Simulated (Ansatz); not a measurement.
```yaml
crystal:
  lattice:
    - [0.00000, -2.69815, 2.69815]
    - [-2.69815, 2.69815, 0.00000]
    - [-5.47517, -5.47517, -5.47517]
  atoms:
    - { symbol: Ga, position: [0.00000, 0.00000, 0.99935] }
    - { symbol: Ga, position: [0.33333, 0.66667, 0.66601] }
    - { symbol: Ga, position: [0.66667, 0.33333, 0.33268] }
    - { symbol: P, position: [0.00000, 0.00000, 0.75065] }
    - { symbol: P, position: [0.33333, 0.66667, 0.41732] }
    - { symbol: P, position: [0.66667, 0.33333, 0.08399] }
```

Space group R3m; started from the zincblende prototype, which need not be the ambient phase; changed on purpose from its base cell (epitaxial 111 strain -1.0%).

These are results of DFT, r2SCAN with spin-orbit coupling, plane waves, PAW (Ansatz 0.2.0), not measurements.

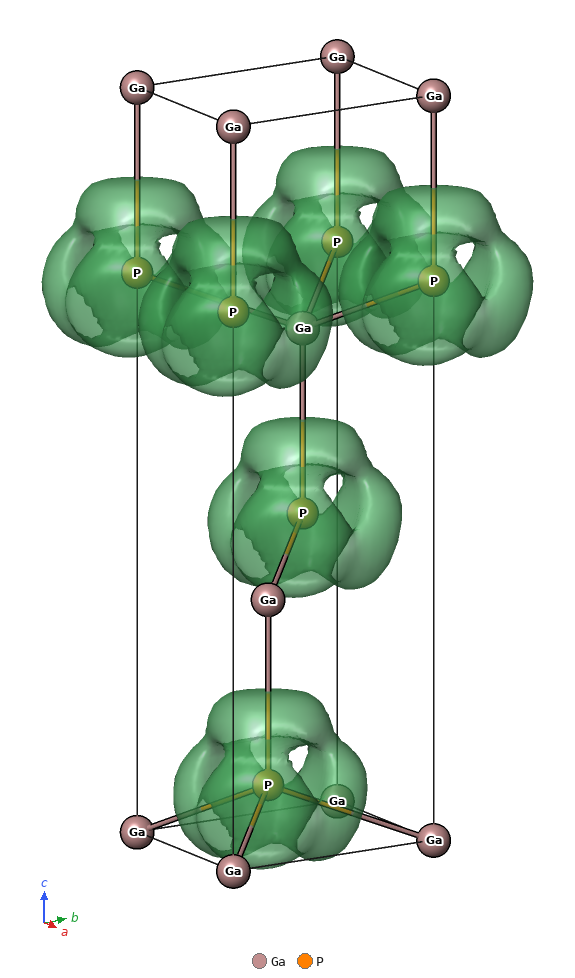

GaP. Isosurface of the electron localisation function at 0.75 (green), seen slightly off an axis. Only the valence region is drawn (cores and ρ < 0.01 e/Å³ removed). Sticks mark near contacts.

Where are the electrons localised?

Answer. The ELF exceeds this value in three regions on P in which the atom's valence shell and bonds are merged, counted in one cell of 6 atoms. Regions shared between cells count once. Profiles from the grid: Ga–P (2.34 Å): the ELF peaks at about 0.90 in the valence shell of P, 0.9 Å from its nucleus, and is about 0.80 at the midpoint.
